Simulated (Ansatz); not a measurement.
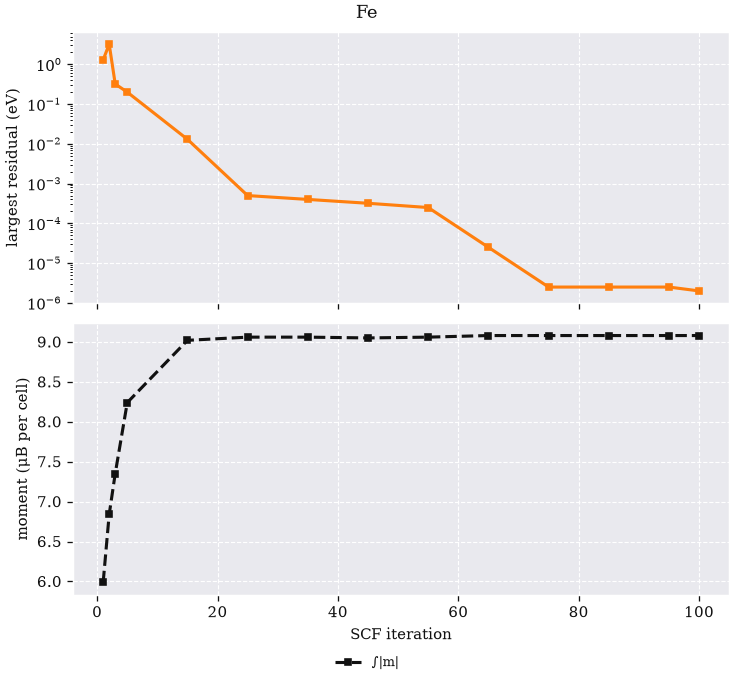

The plot shows the SCF iterations of a calculation: largest residual, magnetic moments. Only some iterations were kept.

- system: Fe (Fm-3m, 4 atoms in the cell)
- method: Ansatz, DFT, LDA, norm-conserving potentials, plane waves, scalar-relativistic; cutoff 1224.51 eV, 3×3×3 k-mesh, Gaussian smearing of 0.1 eV, non-collinear spins
Setting under test: default search for lower states.

Q: Was self-consistency reached?

A: It did not converge: it stopped after 100 iterations. The residual comes down slowly and unevenly, and has reached only 2 × 10⁻⁶ when the run stops.

Q: What is the residual at the start and at the end?

A: It starts near 1 and ends near 2 × 10⁻⁶ eV.

Q: How do the moments develop?

A: The integral of |m| goes from 6.0 to 9.1 μB per cell, though in an unconverged run this needn't be final.
